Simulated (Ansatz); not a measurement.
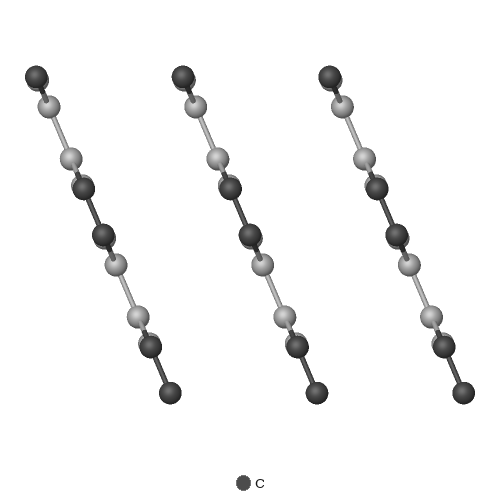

The system is CO on a C(110) slab cut from the R-3m phase, its upper half relaxed before the scan (10 atoms of substrate and one adsorbate in a 1 × 1 cell); the picture shows it without the atoms that are moved over the map. CO (O end down) is moved over the surface cell at a fixed height above a rigid substrate; the origin of the map has the adsorbate above C9; the height is held at 3.00 Å. Places are given modulo a cell vector. The map is drawn in real space over the plane of the surface. The scan uses a 4 × 4 grid. Energies are in meV, from the lowest grid point. With one adsorbate in each 1 × 1 cell, its nearest image is 3.6 Å away, so neighbouring adsorbates interact. At a fixed height the lowest place need not be the adsorption site. The calculation used DFT PBE+D3(BJ), scalar-relativistic, plane waves, PAW in Ansatz. Settings: cutoff 420 eV, k-mesh 8×7×1, gaussian smearing 0.05 eV, no spin polarisation.

Range: position of O11 along the first surface vector from 0.00 to 0.75; position of O11 along the second surface vector from 0.00 to 0.75.

### What will the energy surface look like?

The lowest grid point is at (2/4, 3/4) of the cell vectors. The highest grid point, (0/4, 1/4) of the cell vectors, lies 57.6 meV above the lowest.

| second ↓, first → | 0/4 | 1/4 | 2/4 | 3/4 |
| --- | --- | --- | --- | --- |
| 3/4 | 10.3 | 0.1 | 0.0 | 10.3 |
| 2/4 | 15.2 | 14.9 | 1.0 | 1.3 |
| 1/4 | 57.6 | 37.9 | 8.1 | 25.3 |
| 0/4 | 51.6 | 20.5 | 7.3 | 36.4 |

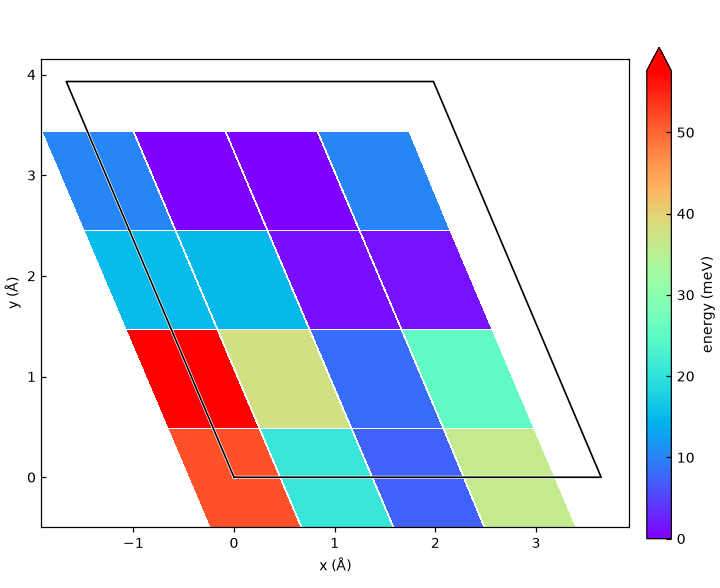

Drawn: one coloured cell a grid point, the outline of one cell of the plane, one colour for all values above the top of the scale.

Each point was launched as `ansatz run input.yaml --threads 1 --pin off --max-ram 3072MiB --backend cpu --events-out ev --progress --plain --runs-dir out`. Time for the 16 points that were run: 13 min on 1 thread of Arm Neoverse V1, on a shared host.

PAW datasets: the set soft_1.
